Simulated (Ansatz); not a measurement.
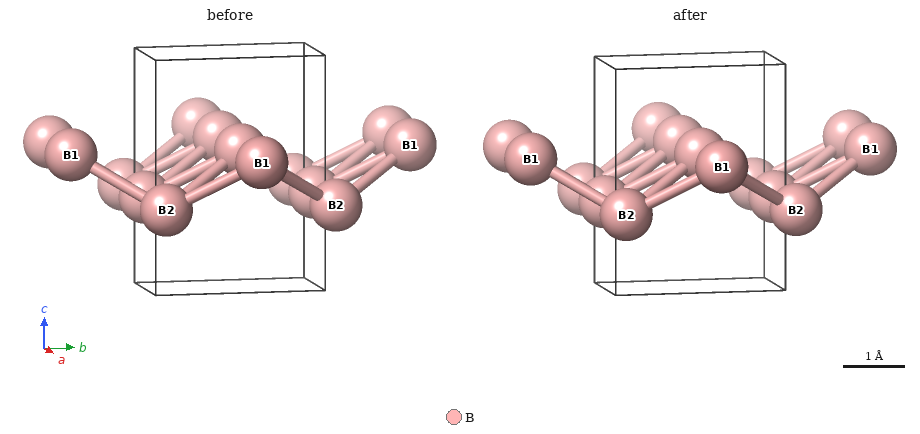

The structure of a crystal of B (a generated structure, set up in Pmmn) before (left) and after (right) a relaxation, at one scale.

The picture is a ball-and-stick view of the cell of the calculation, seen slightly off an axis.

The run lets cell and atoms move.

The calculation used Kohn-Sham DFT of a periodic cell, r2SCAN with rVV10, Ansatz PAW in Ansatz.

The input:
```yaml
crystal:
  lattice:
    - [1.62456, 0.0, 0.0]
    - [0.0, 2.86615, 0.0]
    - [0.0, 0.0, 3.9144]
  atoms:
    - { symbol: B, position: [0.0, 0.5, 0.60926] }
    - { symbol: B, position: [0.5, 0.0, 0.39074] }
hamiltonian:
  xc: r2scan
  pseudopotentials: { kind: paw }
  dispersion: rvv10
kpoints:
  mp_grid: { grid: [16, 9, 7] }
scf:
  occupations: { method: fermi_dirac, width: 0.05 }
output:
  forces: true
  stress: true
  eigenvalues: true
relax:
  f_tol: 0.01
  max_steps: 40
  cell: { stress_tol: 0.05 }
```

Launched with:
```bash
ansatz run input.yaml --threads 2 --pin off --max-ram 5632MiB --backend cpu --events-out ev --progress --plain --runs-dir out
```

Describe what moved and what it gained.

Answer. The largest moves relative to the cell, 0.018 Å, are those of B1 and B2. B1 goes along +c. The volume changes by −4.1 %, with a 1.625 → 1.617 Å (−0.5 %), b 2.866 → 2.871 Å (+0.2 %), c 3.914 → 3.766 Å (−3.8 %). Near-neighbour distances that change, for instance: B1–B1 1.625 → 1.617 Å. The space group stays Pmmn (No. 59). After 4 accepted moves (6 points after the start) the energy has fallen by 3.0 meV per atom. The largest force component goes from 0.08 to 0.00045 eV/Å. Pressure: −1.72 GPa at the start and −0.01 GPa at the end. The SCF was repeated twice at an unchanged geometry on a basis and grid sized afresh for the cell, which shifted the energy by less than 0.05 meV per atom at most.
